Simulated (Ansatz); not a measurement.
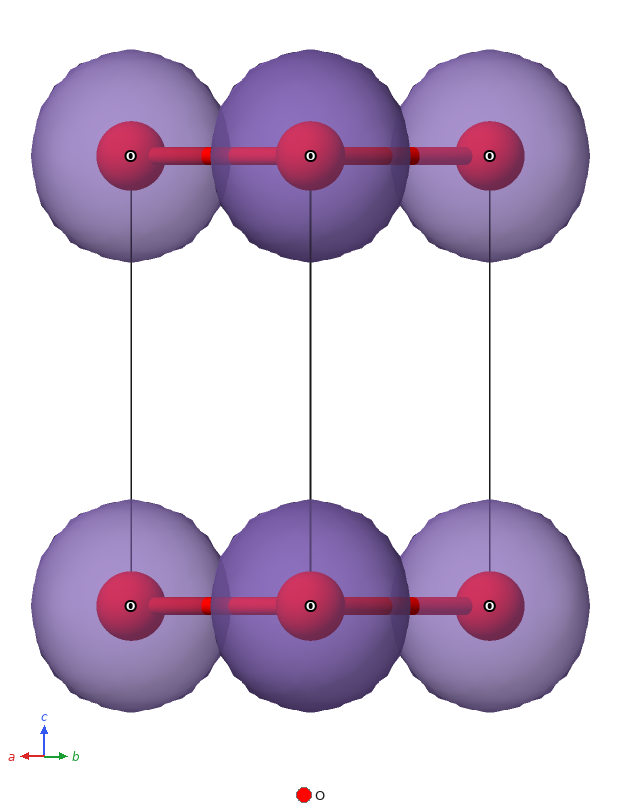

The picture shows: O. Isosurface of the valence charge density (pseudo) at 1 e/Å³ (purple), seen along [110]. Sticks mark near contacts.

Space group P4/mmm; a structure from a database of computed crystals, not necessarily the ambient phase.

All numbers below come from DFT r2SCAN, scalar-relativistic, plane waves, PAW (Ansatz 0.2.0).

Core electrons are frozen (PAW), and the valence fields are smoothed inside the atomic spheres.

```
O
1.0
     1.77182    0.00000    0.00000
     0.00000    1.77182    0.00000
     0.00000    0.00000    3.14438
O
1
Direct
  0.00000 0.00000 0.00000
```

> How is the density connected at this value?

At this value the density breaks into separate islands; it holds about 70 % of the electrons treated as valence. It bridges none of the near contacts. It is pinched off along the shortest O–O (1.77 Å) contacts. On the grid the lowest density along these lines, outside the cores, is 0.79 e/Å³ (O–O, 1.77 Å).
